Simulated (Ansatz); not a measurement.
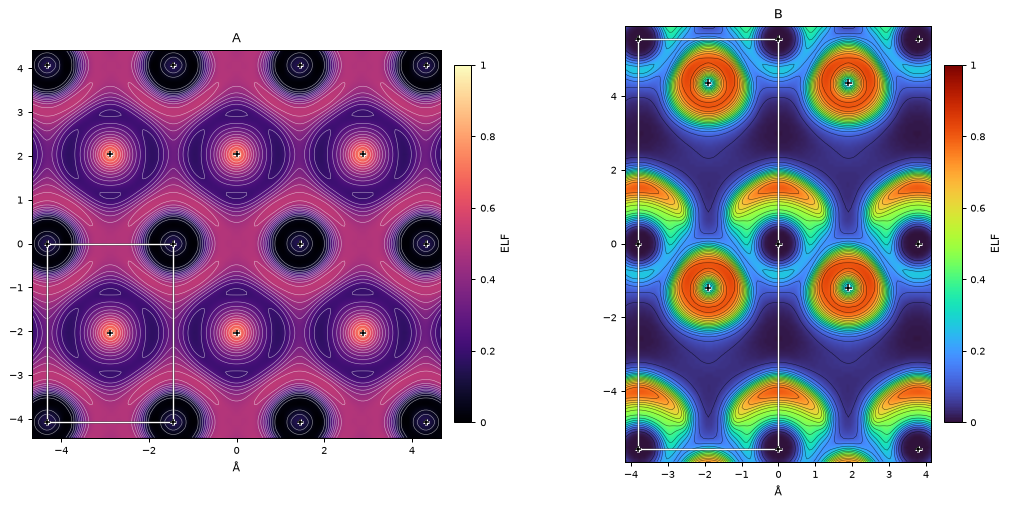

The ELF of 2 systems, each on a plane through atoms (crosses mark nuclei in the plane).

Method: Ansatz 0.2.0, DFT, LDA, plane-wave PAW, default files, scalar-relativistic.

System 1: SnO, the (100) plane of the calculation cell. Space group Cmme; not relaxed (largest force 0.7 eV/Å); computed pressure about −4 GPa in this cell.

System 2: AlNi, the (011̄) plane of the conventional cell. Space group Pm-3m; computed pressure about −8 GPa in this cell; the program warned that a starting moment wasn't kept; spin-polarised, but the moments vanished.

```xyz
2
Lattice="2.8810 0.0000 0.0000 0.0000 2.8810 0.0000 0.0000 0.0000 2.8810" Properties=species:S:1:pos:R:3 pbc="T T T"
Al    0.0000    0.0000    0.0000
Ni    1.4405    1.4405    1.4405
```

### Match each panel to its system.

Panel A is system 2, AlNi: the plane holds Al and Ni. Al–Ni (2.50 Å): the ELF is about 0.40 at the midpoint. Panel B is system 1, SnO: the plane holds Sn and O. Sn–O (2.24 Å): the ELF peaks at about 0.85 in the valence shell of O, 0.6 Å from its nucleus, and is about 0.20 at the midpoint: no localised pair shows between them.
